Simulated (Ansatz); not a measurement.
ZnS

```
Zn S
1.0
     6.07651    0.00000    0.00000
    -3.03826    5.26241    0.00000
     0.00000    0.00000    3.70012
Zn S
3 3
Direct
  0.61479 0.00000 0.66667
  0.00000 0.61479 0.33333
  0.38521 0.38521 0.00000
  0.36742 0.00000 0.16667
  0.00000 0.36742 0.83333
  0.63258 0.63258 0.50000
```

Space group P3₂21; a structure generated by program, which may or may not match a known phase.

Method: DFT PBE, scalar-relativistic, plane waves, PAW (Ansatz).

In a PAW calculation such maps are meaningful between the atoms, not at the nuclei.

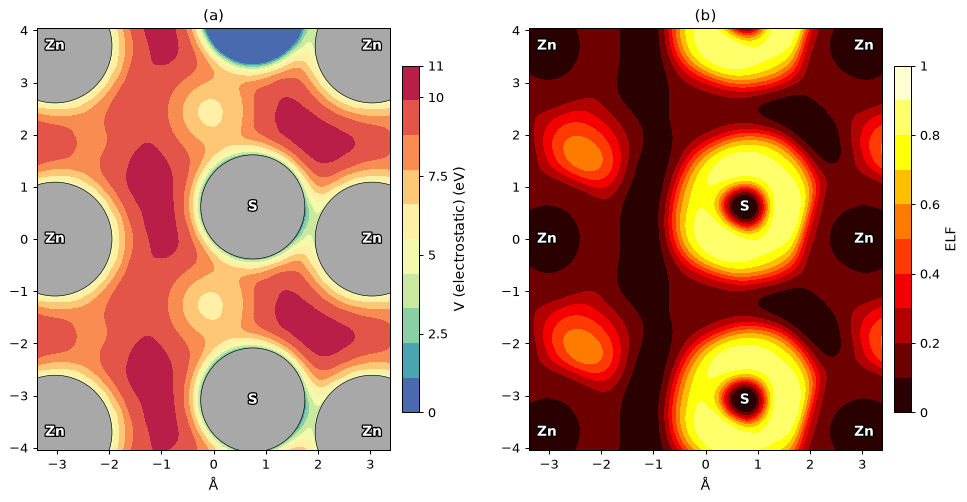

Figure 1. (a) electrostatic potential energy of an electron; (b) ELF on the (100) plane of the conventional cell. Grey discs cover the atomic cores in the potential map.

What do the fields say about this system?

The section cuts through Zn and S sites.
Zn–S (2.37 Å): the ELF peaks at about 0.90 in the valence shell of S, 0.9 Å from its nucleus, and is about 0.55 at the midpoint.
Outside the cores the potential energy rises away from the atoms and is highest about 1.8 Å from the nearest atoms; its zero is arbitrary.

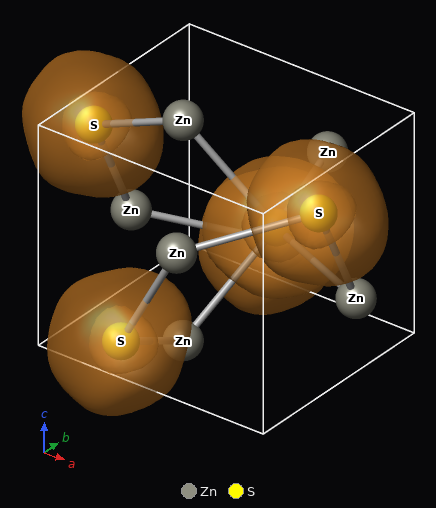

Figure 2. Isosurface of the ELF at 0.7 (orange), seen slightly off an axis. Only the valence region is drawn (cores and ρ < 0.01 e/Å³ removed). Sticks mark near contacts.

Where are the electrons localised?

At this value the surface marks out three regions wrapped around S (the valence shell of each), counted in one cell of 6 atoms. Regions shared between cells count once.

What Bader charges does the calculation give?

Electrons move from Zn towards S. Bader charges: Zn +0.89 and S −0.89 e.

Metal or insulator at this level of theory?

It is gapped, with a Kohn–Sham gap of 1.9 eV on the k-point mesh (the band edges may lie off the mesh, which would make the gap smaller).
